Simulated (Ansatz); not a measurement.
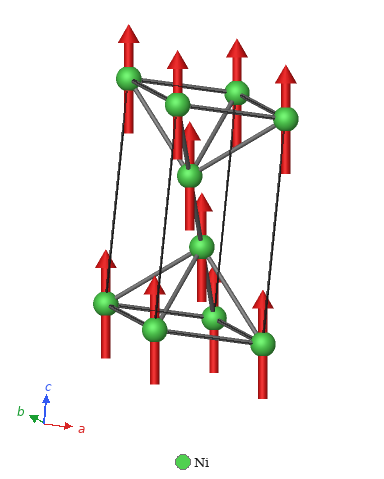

This ball-and-stick model is shown slightly off an axis. One cell (the run's own, in a reduced setting) is framed, with atoms on its boundary repeated. Arrows are the site magnetic moments above 0.25 μB; longer means larger, and red and blue are up and down (without spin-orbit coupling the axis itself is arbitrary).

This is the state reached for Ni. Setup: DFT LDA, scalar-relativistic, plane waves, PAW in Ansatz; a kinetic-energy cutoff of 420 eV, k-points about 0.43 Å⁻¹ apart, Gaussian smearing of 0.1 eV, collinear spins.

Q: Read the magnetic state from the picture.

A: Ferromagnetic (within this cell). Site moments: 3 Ni +0.6 μB. The net spin moment of the whole cell is 1.7 μB.

The structure was taken from a structure listed in the Materials Project. The cell was then strained or its atoms displaced on purpose. A calculation with Ansatz used it as input.

At this level of theory the run's own cell isn't at rest (compressed, at 9 GPa), so its distances can differ from those at equilibrium, the more so the softer the solid, and its magnetic state may change on relaxation.
